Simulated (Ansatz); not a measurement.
AlN (slab)

The calculation's input:

```
crystal:
  lattice:
    - [3.1136926475, 0.0, 0.0]
    - [0.0, 7.3430025317, 0.0]
    - [0.0, 0.0, 27.378311557]
  atoms:
    - { symbol: Al, position: [0.5, 0.0892083962, 0.2739394643] }
    - { symbol: "N", position: [0.0, 0.2334675083, 0.2804433164] }
    - { symbol: Al, position: [0.5, 0.6791113852, 0.2962203252] }
    - { symbol: "N", position: [0.5, 0.9132734862, 0.3250050383] }
    - { symbol: Al, position: [0.0, 0.3589173631, 0.3407820472] }
    - { symbol: "N", position: [0.5, 0.5031764752, 0.3472858993] }
    - { symbol: Al, position: [0.0, 0.9488203521, 0.3630629081] }
    - { symbol: "N", position: [0.0, 0.1829824531, 0.3918476212] }
    - { symbol: Al, position: [0.5, 0.62862633, 0.4076246301] }
    - { symbol: "N", position: [0.0, 0.7728854421, 0.4141284822] }
    - { symbol: Al, position: [0.5, 0.2185293189, 0.429905491] }
    - { symbol: "N", position: [0.5, 0.45269142, 0.4586902041] }
    - { symbol: Al, position: [0.0, 0.8983352969, 0.474467213] }
    - { symbol: "N", position: [0.5, 0.042594409, 0.4809710651] }
    - { symbol: Al, position: [0.0, 0.4882382858, 0.4967480739] }
    - { symbol: "N", position: [0.0, 0.7224003869, 0.525532787] }
    - { symbol: Al, position: [0.5, 0.1680442638, 0.5413097959] }
    - { symbol: "N", position: [0.0, 0.3123033759, 0.547813648] }
    - { symbol: Al, position: [0.5, 0.7579472527, 0.5635906568] }
    - { symbol: "N", position: [0.5, 0.9921093538, 0.5923753699] }
    - { symbol: Al, position: [0.0, 0.4377532307, 0.6081523788] }
    - { symbol: "N", position: [0.5, 0.5820123428, 0.6146562309] }
    - { symbol: Al, position: [0.0, 0.0276562196, 0.6304332398] }
    - { symbol: "N", position: [0.0, 0.2618183207, 0.6592179528] }
    - { symbol: Al, position: [0.5, 0.7074621975, 0.6749949617] }
    - { symbol: "N", position: [0.0, 0.8517213096, 0.6814988138] }
    - { symbol: Al, position: [0.5, 0.2973651865, 0.6972758227] }
    - { symbol: "N", position: [0.5, 0.5315272876, 0.7260605357] }
basis:
  ecutwfc: 420
kpoints:
  mp_grid: { grid: [9, 4, 1] }
hamiltonian:
  xc: pbesol
scf:
  occupations: { method: gaussian, width: 0.05 }
output:
  forces: true
  eigenvalues: true
  write_density: true
  write_potential: true
  elf: true
  volumetric_format: npy
relax:
  adjacent_minimum: "off"
  f_tol: 0.02
  max_steps: 60
efield:
  axis: 3
  dipole_correction: true
  ramp_width: 0.04
```

Launched as:

```sh
ansatz run input.yaml --threads 4 --pin off --max-ram 10240MiB --backend cpu --events-out ev --progress --plain --runs-dir out
```

The fields are those of the run's last geometry, not of the input's.

All numbers below come from DFT PBEsol, scalar-relativistic, plane waves, PAW in Ansatz 0.2.0.

In a PAW calculation such maps are meaningful between the atoms, not at the nuclei.

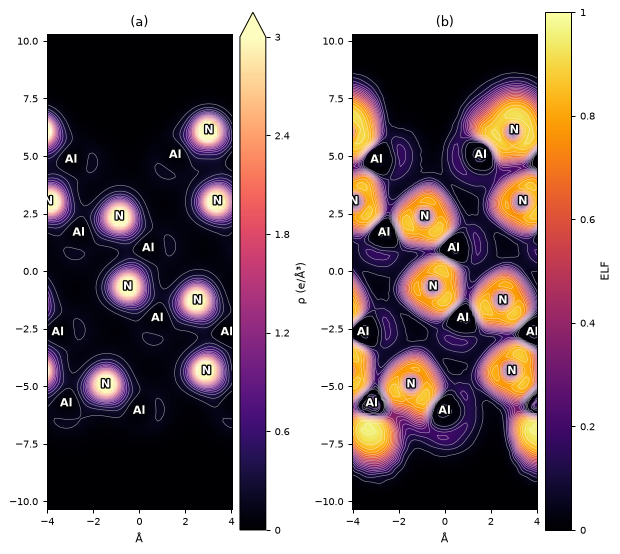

Figure 1. (a) valence pseudo-density; (b) ELF on the (100) plane of the calculation cell, a cut from vacuum to vacuum.

**What does the map show?**

- The section cuts through Al and N sites.
- Al–N (1.79 Å): the density is about 0.85 e/Å³ at the midpoint; the ELF peaks at about 0.90 in the valence shell of N, 0.7 Å from its nucleus, and is about 0.90 at the midpoint.
- Al–N (1.87 Å): ρ is about 0.71 e/Å³ halfway; the ELF peaks at about 0.90 between the atoms.
- Al–N (1.92 Å): ρ is about 0.64 e/Å³ halfway; the ELF peaks at about 0.90 in the valence shell of N, 0.8 Å from its nucleus, and is about 0.85 at the midpoint.
- The density dies away to nearly zero in the vacuum.
- The ELF also peaks beside Al and N, away from the bonds: lone-pair regions.

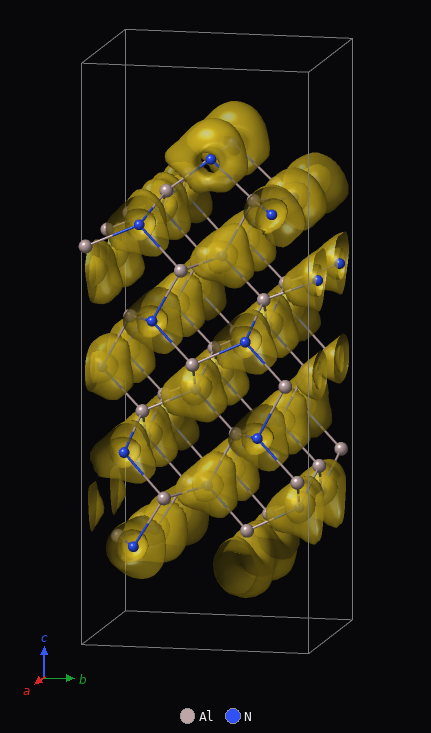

Figure 2. Isosurface of the ELF at 0.75 (yellow), seen slightly off an axis. Core shells and regions of very low density are left out. Sticks mark near contacts.

**What do the ELF domains correspond to?**

At this value the surface marks out 14 regions on N in which the atom's valence shell and bonds are merged and channels that run through the cell in one direction, counted in one cell of 28 atoms. Counts are for one cell; the picture repeats the cell along the surface. Profiles from the grid: Al–N (1.78 Å): the ELF peaks at about 0.85 in the valence shell of N, 0.7 Å from its nucleus, and is about 0.85 at the midpoint. Al–N (1.83 Å): the ELF peaks at about 0.90 in the valence shell of N, 0.8 Å from its nucleus, and is about 0.90 at the midpoint.

**Metal or insulator at this level of theory?**

It is metallic or semimetallic at this level of theory: no gap opens.
